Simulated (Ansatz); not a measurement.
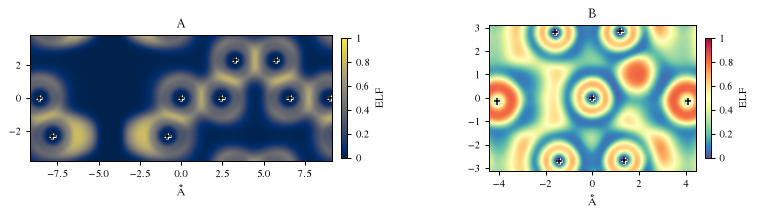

The electron localisation function of 2 systems, each on a plane through atoms (crosses mark nuclei in the plane).

Level of theory: Ansatz 0.2.0, DFT r2SCAN, scalar-relativistic, plane waves, PAW.

System 1: Ge, the (110) plane of the conventional cell. Space group P-6m2; a structure from a database of computed crystals, not necessarily the ambient phase; not relaxed (largest force 0.4 eV/Å).

```
CELL_PARAMETERS angstrom
2.00173 -3.46709 0.00000
2.00173 3.46709 0.00000
0.00000 0.00000 17.65265
ATOMIC_POSITIONS crystal
Ge 0.00000 0.00000 0.74432
Ge 0.00000 0.00000 0.88314
Ge 0.00000 0.00000 0.11686
Ge 0.00000 0.00000 0.25568
Ge 0.66667 0.33333 0.69758
Ge 0.33333 0.66667 0.92988
Ge 0.33333 0.66667 0.07012
Ge 0.66667 0.33333 0.30242
```

System 2: Ti2O, the (110) plane of the conventional cell. Space group P2/m; a structure from a database of computed crystals, not necessarily the ambient phase; computed without spin polarisation.

```
Ti O
1.0
     4.69566    0.00000   -0.00130
     0.00000    2.92929    0.00000
    -0.28980    0.00000    8.14643
Ti O
6 3
Direct
  0.73711 0.50000 0.08471
  0.25257 0.50000 0.57245
  0.26289 0.50000 0.91529
  0.74743 0.50000 0.42755
  0.73977 0.00000 0.75735
  0.26023 0.00000 0.24265
  0.70164 0.00000 0.25756
  0.29836 0.00000 0.74244
  0.00000 0.00000 0.00000
```

> Match each panel to its system.

Panel A is system 1, Ge: the plane holds Ge. Ge–Ge (2.45 Å): the ELF peaks at about 0.75 between the atoms. Panel B is system 2, Ti2O: the plane holds Ti and O.
